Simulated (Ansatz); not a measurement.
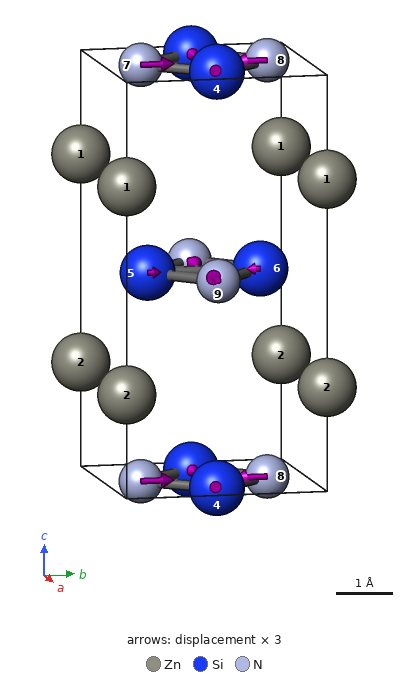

This is a relaxation of crystalline ZnSi₂N₂ (a generated structure, set up in P4_2/mmc) (coarse preliminary run). The starting structure is drawn; purple arrows show the displacements (the part carried along by the change of the cell is left out), 3 times their true length.

A ball-and-stick model of the cell of the calculation, seen slightly off an axis.

All numbers below come from Ansatz 0.2.0, DFT PBE, scalar-relativistic, plane waves, PAW. Settings: plane-wave cutoff 420 eV; k-point mesh 6 × 6 × 2; occupations gaussian; smearing width 0.1 eV; no spin polarisation; cell and atoms relaxed; force threshold 0.04 eV/Å; at most 70 steps.

Q: Describe the change and its energy.

A: After 12 accepted moves (14 points after the start) the energy has fallen by 1637 meV per atom. The largest force component goes from 12 to 0.015 eV/Å. Pressure: 98.68 GPa at the start and 0.01 GPa at the end. The SCF was repeated twice at an unchanged geometry on a basis and grid sized afresh for the cell, which shifted the energy by 75.2 meV per atom at most. The largest moves relative to the cell, 0.22 Å, are those of N atoms. Largest moves by element: N 0.22 Å, Si 0.09 Å. Zn stays in place. The volume changes by +48.2 %, with a = b 3.727 → 4.620 Å (+24.0 %), c 7.648 → 7.377 Å (−3.5 %). Some distances before and after: N–N 1.376 → 2.136 Å, Si–Si 1.632 → 2.198 Å, Si–Si 2.095 → 2.421 Å, N–Si 1.574 → 1.735 Å. Bonds break: N–N (1.38 → 2.14 Å). Bond angles that change, for instance: N–Si–N 96.6° → 91.5°, Si–N–Si 83.4° → 88.5°, Si–Si–N 131.7° → 134.3°. The space group stays P4_2/mmc (No. 131). The run took 2.5 min on 1 thread of Intel(R) Xeon(R) Processor @ 2.70GHz, with other jobs on the host, peak memory 0.47 GiB.

Limits of the set-up: the k-point mesh is coarse for a cell with partly filled bands.
